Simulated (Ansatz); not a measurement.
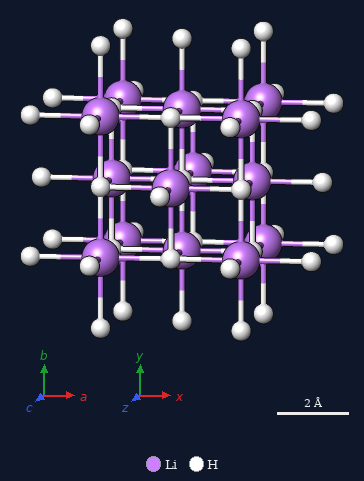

Crystalline LiH (Fm-3m): the cell is strained equally along x and y and separately along z, with the atoms kept at their fractional coordinates. x, y and z are the Cartesian axes of the input. The picture shows the reference cell. The picture is a ball-and-stick view of the conventional cell (4 times the calculation's cell), seen along the c axis, with a slight tilt. Lengths and directions refer to the drawn axes.

Computed with DFT PBE, scalar-relativistic, plane waves, PAW in Ansatz 0.2.0. Settings: plane-wave cutoff 420 eV; k-point mesh 10 × 10 × 10; occupations gaussian; smearing width 0.05 eV; no spin polarisation. Energies (free energies at the smearing named) are counted from the cell as listed in its source, which wasn't relaxed.

```
Li H
1.0
     0.00000    2.03250    2.03250
     2.03250    0.00000    2.03250
     2.03250    2.03250    0.00000
Li H
1 1
Direct
  0.00000 0.00000 0.00000
  0.50000 0.50000 0.50000
```

**Give the energy at each point on a grid with rows −0.080, −0.040, 0.000, 0.040, 0.080 and columns −0.080, −0.040, 0.000, 0.040, 0.080 (strain along x and y; strain along z).**

Rows: strain along x and y; columns: strain along z; values in meV/atom.

```
        −0.080  −0.040  0.000  0.040  0.080
−0.080    41.1    27.9   23.6   25.6   31.8
−0.040    15.5     4.3    1.8    5.5   13.4
 0.000     9.3     0.3    0.0    5.7   15.4
 0.040    16.8    10.3   12.4   20.3   32.1
 0.080    33.6    30.0   34.6   44.9   59.0
```

In pairs of (strain along x and y; strain along z): the lowest computed point lies at (0.000, 0.000) (0.0 meV/atom), the highest at (0.080, 0.080) (59.0 meV/atom). The valley is tilted: raising the in-plane strain is made harder by raising the strain along z (cross term 0.23 of the geometric mean of the two curvatures). Over the ranges scanned the energy rises more along the first axis, the in-plane strain. The pressure runs from −6.3 GPa at (0.080, 0.080) to 10.6 GPa at (−0.080, −0.080).

As a map, interpolated between the computed points (dots):

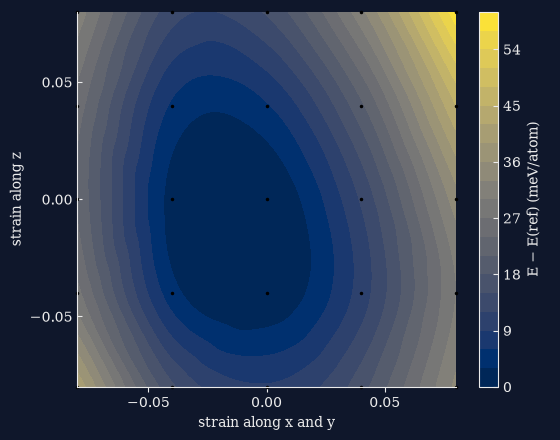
